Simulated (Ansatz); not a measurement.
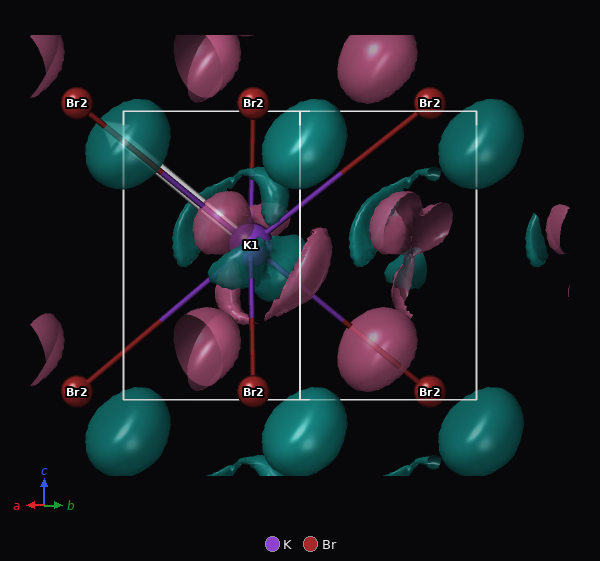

Figure. KBr. K1 was moved by 0.05 Å roughly along [1 −2 2] in the axes of the cell drawn (arrow, not to scale). Change of the density less the rigid motion of the neutral atom's own density: teal surfaces at +0.0006 and pink ones at −0.0006 e/Å³, in the cell of the calculation (origin moved) seen along [110].

Space group Fm-3m.

Level of theory: DFT PBE, scalar-relativistic, plane waves, PAW (Ansatz 0.2.0).

Core electrons are frozen (PAW), so the fields are smoothed inside the atomic spheres.

Q: Describe the electronic response.

A: About 0.01 e is rearranged in the cell. Outside the cores the largest gain lies at the edge of the masked core of Br, and the largest loss, 0.001 e/Å³, lies 1.0 Å from a bromine nucleus.

Q: How much does the computed force on the atom change?

A: The force on it changes by 0.06 eV/Å along the move, against it: a stiffness of about 1.2 eV/Å² for this sublattice shift.
